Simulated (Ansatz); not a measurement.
```
Ge
1.0
     3.70400    0.00000    0.00000
    -1.85200    3.20776    0.00000
     0.00000    0.00000   28.00000
Ge
2
Direct
  0.33333 0.66667 0.50000
  0.66667 0.33333 0.50000
```

Level of theory: DFT LDA, scalar-relativistic, plane waves, PAW in Ansatz 0.2.0.

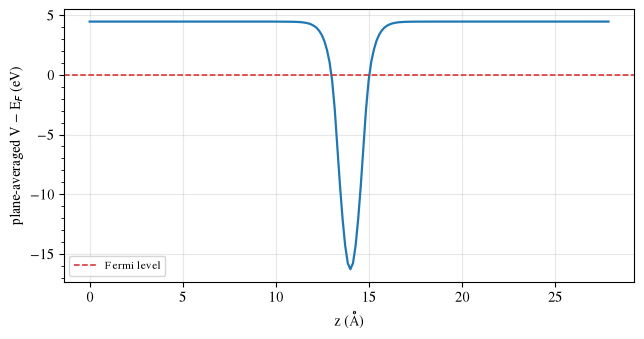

Ge (slab). Plane average of the electrostatic potential energy of an electron across the slab.

In a PAW calculation such maps are meaningful between the atoms, not at the nuclei.

### What is the work function?

The potential is flat in the vacuum, 4.46 eV above the Fermi level; this is the work function, the same on both faces.

### How thick is the slab, and how wide the vacuum?

The outermost nuclei are 0.0 Å apart, in 1 atomic plane; the vacuum between periodic images is 28.0 Å wide.
